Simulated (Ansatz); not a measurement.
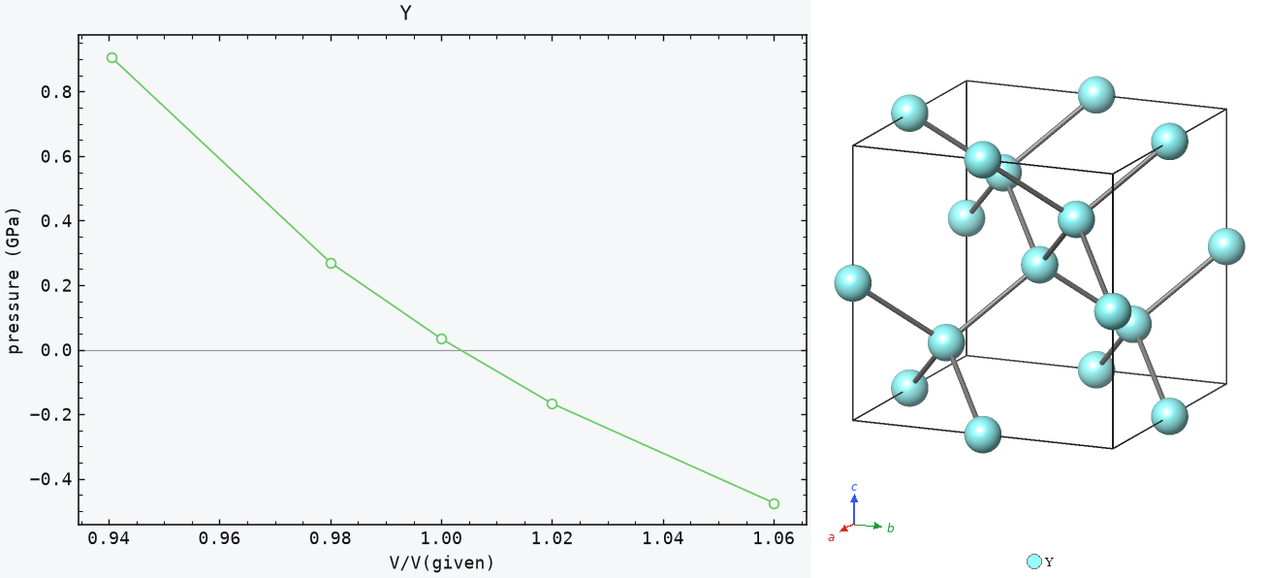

The figure shows the pressure against V/V(given) for Y, space group Fd-3m (No. 227). The conventional cell is drawn beside the plot.

Cell as given: a = 4.977 Å, b = 4.977 Å, c = 4.977 Å, α = 60.00°, β = 60.00°, γ = 60.00°; 2 atoms.

How it was computed, with Ansatz 0.2.0: periodic Kohn-Sham DFT of a crystal at fixed atoms, scaled to the stated factor times the given cell; pressure positive in compression. Level: PBE.

- method: frozen-core PAW
- relativity: scalar
- k mesh: 9×9×9
- occupations: Fermi–Dirac
- smearing width: 0.05 eV
- wave cutoff: 420 eV
- PAW set: soft_2

V(given) is 43.58 Å³/atom.

Tabulate the plotted points.

| V/V(given) | pressure (GPa) |
| --- | --- |
| 0.941 | 0.906 |
| 0.980 | 0.270 |
| 1.000 | 0.034 |
| 1.020 | −0.167 |
| 1.060 | −0.475 |
